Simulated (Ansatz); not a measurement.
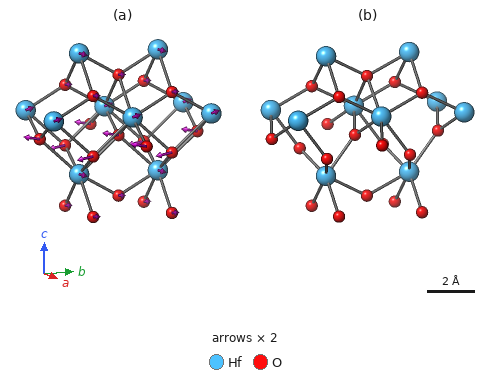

The structure of crystalline HfO$_{2}$ (set up in P4_2/nmc) before (left) and after (right) a relaxation, at one scale. The purple arrows give the displacements (the part carried along by the change of the cell is left out), magnified 2 times.

The picture is a ball-and-stick view of the atoms within 4.2 Å of the atom that moves most (axes of the cell of the calculation), seen slightly off an axis.

All numbers below come from Ansatz 0.2.0, DFT PBE, scalar-relativistic, plane waves, PAW. Set-up: plane-wave cutoff 420 eV; k-point mesh 6 × 6 × 4; occupations gaussian; smearing width 0.05 eV; no spin polarisation.

What changed between the two?

The largest moves relative to the cell, 0.38 Å, are those of O atoms. By element the largest moves are O 0.38 Å, Hf 0.21 Å. Cell: a 3.604 → 3.452 Å (−4.2 %), b 3.604 → 3.808 Å (+5.6 %), c 5.264 → 5.209 Å (−1.0 %). Volume +0.1 %. Some distances before and after: Hf–O 2.420 → 3.025 Å, Hf–O 2.420 → 2.175 Å, Hf–Hf 3.604 → 3.452 Å, Hf–O 2.420 → 2.309 Å. Among the angles between lasting bonds that change: Hf–O–Hf 109.1° → 123.5°, Hf–O–Hf 121.1° → 112.4°, Hf–O–Hf 121.1° → 127.0°. The space group (tolerance 0.01 Å) goes from P4_2/nmc (No. 137) to Pmn2_1 (No. 31).
